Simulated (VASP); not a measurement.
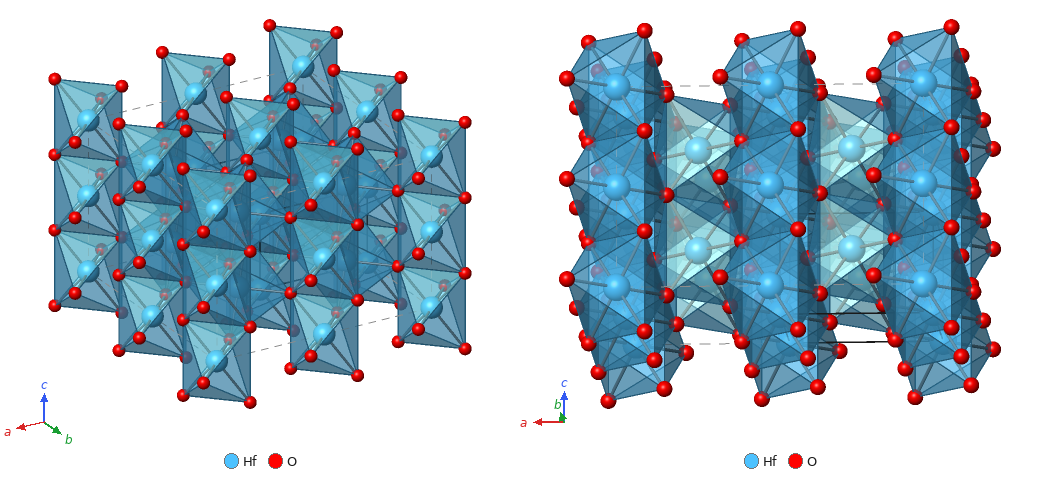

Polyhedra are drawn about Hf (bonds: Hf–O below 2.4 Å); other atoms are plain spheres. Two views of the same piece.

HfO₂ (space group P4_2/mnm, No. 136): the geometry relaxed with VASP, VASP Kohn-Sham DFT of a periodic cell, RPBE with D3, VASP PAW PBE potentials, recommended.

Q: What figure surrounds each Hf atom, and what does it share with the other drawn polyhedra?

A: Hf: HfO6 octahedron, sharing corners with eight neighbours and edges with two neighbours.

Q: How do these polyhedra hang together as a whole?

A: They form a three-dimensional framework of corner- and edge-sharing octahedra.

Q: How far apart are the centres of linked polyhedra?

A: Centre to centre across a shared corner: 3.80 Å; across a shared edge: 3.23 Å.
